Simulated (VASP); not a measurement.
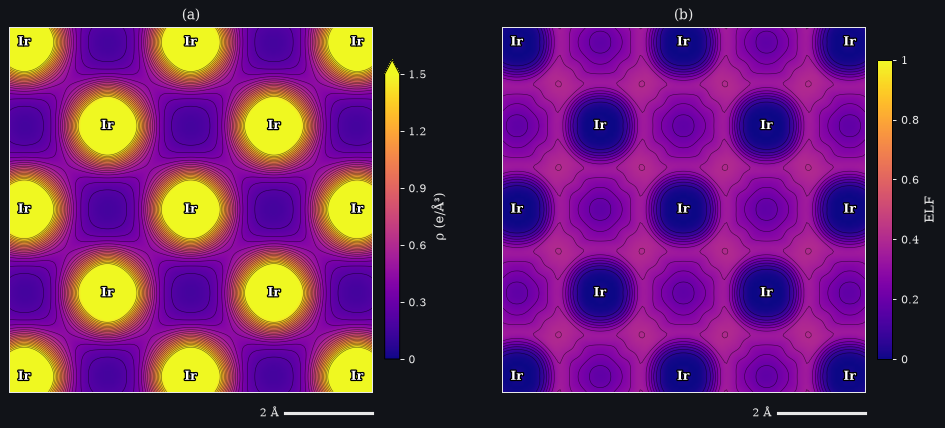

*Ir. (a) valence electron density; (b) ELF on the (001) plane of the conventional cell.*

Space group Fmmm; a generated structure, not necessarily the stable one.

Theory: Kohn-Sham DFT of a periodic cell, PBEsol, VASP PAW PBE potentials, recommended in VASP 6.6.1.

Core electrons are frozen (PAW), and the valence fields are smoothed inside the atomic spheres.

**What do the fields say about this system?**

Atoms in the plane: Ir. Ir–Ir (2.70 Å): ρ at the midpoint is about 0.44 e/Å³; the ELF is about 0.40 at the midpoint. Between the atoms the lowest density in this plane is 0.17 e/Å³.
